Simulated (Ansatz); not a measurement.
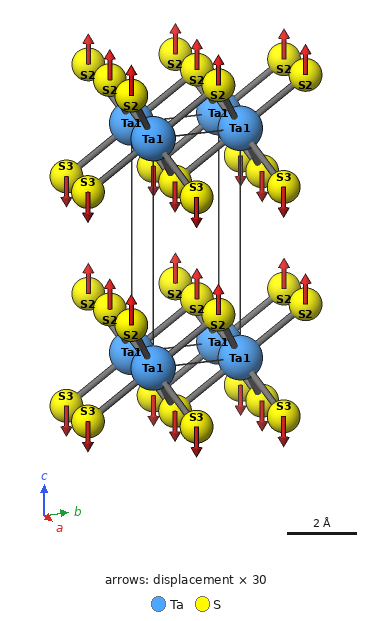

A relaxation of crystalline TaS2 (built on the TaS2-type type). The starting structure is drawn; red arrows show the displacements (the part carried along by the change of the cell is left out), 30 times their true length.

A ball-and-stick model of the cell of the calculation, seen slightly off an axis.

Case: volume × 0.980.

Level of theory: DFT PBE, spin-orbit coupling, plane waves, PAW (Ansatz).

Input
```yaml
crystal:
  lattice:
    - [3.3554574428, 0.0, 0.0]
    - [-1.6777287214, 2.9059113868, 0.0]
    - [0.0, 0.0, 6.7565658548]
  atoms:
    - { symbol: Ta, position: [0.0, 0.0, 0.0], spin: 0.05, spin_axis: [0.0, 0.0, 1.0] }
    - { symbol: S, position: [0.3333333333, 0.6666666667, 0.2252696732] }
    - { symbol: S, position: [0.6666666667, 0.3333333333, 0.7747303268] }
basis:
  ecutwfc: 420
  ecutrho_ratio: 4
kpoints:
  mp_grid: { grid: [12, 12, 6] }
hamiltonian:
  xc: pbe
scf:
  occupations: { method: gaussian, width: 0.05 }
output:
  forces: true
  stress: true
  eigenvalues: true
  populations: true
magnetization:
  noncollinear: true
  spin_orbit: true
relax:
  f_tol: 0.01
  max_steps: 40
  cell: { stress_tol: 0.1, fix: [volume] }
```

Command:
```bash
ansatz run input.yaml --threads 4 --pin off --max-ram 7168MiB --backend cpu --events-out ev --progress --plain --runs-dir out
```

What happened in the run?

Answer. The energy falls by 3.1 meV per atom in 2 accepted moves (3 points after the start). Largest force component: 0.32 eV/Å at the start, 0.0014 eV/Å at the end. Pressure: 2.31 GPa at the start and 0.00 GPa at the end. At 1 point the geometry stayed and the basis and grid were re-selected for the new cell (energy shift of less than 0.05 meV per atom at most each time). The largest moves relative to the cell, 0.031 Å, are those of S2 and S3. S2 goes along +c. Ta stays in place. The drawn cell changes at constant volume: a = b 3.355 → 3.378 Å (+0.7 %), c 6.757 → 6.665 Å (−1.4 %). Some distances before and after: Ta1–Ta1 3.355 → 3.378 Å, Ta1–S2 2.464 → 2.480 Å. The space group stays P-3m1 (No. 164). The program noted that the starting moments weren't kept.

Limits of the set-up: layers or molecules are held without a dispersion correction, so their spacing is unreliable.
